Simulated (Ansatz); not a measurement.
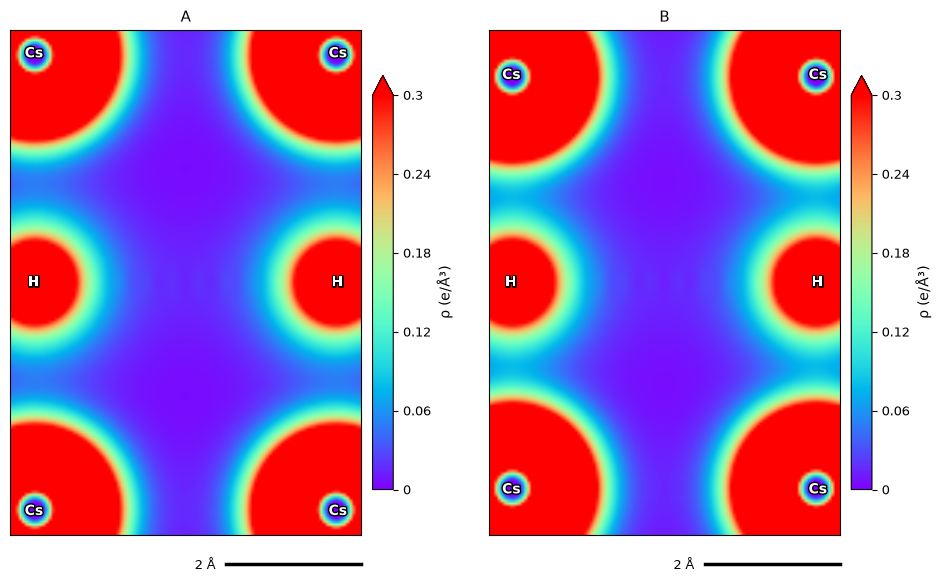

CsH. The valence electron density of two cells that differ in size and shape, on the (100) plane of each (indices in the axes of the calculation cell), at one length scale and on one colour scale; one has 31.3 and the other 34.0 Å³ an atom.

Space group I4/mmm.

These are results of DFT r2SCAN, scalar-relativistic, plane waves, PAW (Ansatz), not measurements.

The density is the valence pseudo-density of a PAW calculation; it isn't the true density close to the nuclei.

The larger cell:

```
Cs H
1.0
     3.17319    3.17319    0.00000
    -3.17319    3.17319    0.00000
     0.00000    0.00000    6.75856
Cs H
2 2
Direct
  0.00000 0.00000 0.00000
  0.50000 0.50000 0.50000
  0.50000 0.50000 0.00000
  0.00000 0.00000 0.50000
```

The smaller cell: a = 4.526 Å, b = 4.526 Å, c = 6.121 Å, α = 90.00°, β = 90.00°, γ = 90.00°.

**Which is the denser cell? Describe the effect of the change.**

Panel B is the smaller cell, by 8 % in volume. From the larger cell to the smaller, Cs–H goes from 3.38 to 3.06 Å, and the density at its midpoint from 0.07 to 0.12 e/Å³, the ELF there from 0.10 to 0.20; the pressure goes from −0.3 to 0.4 GPa; the Kohn–Sham gap goes from 2.7 eV to 2.6 eV.
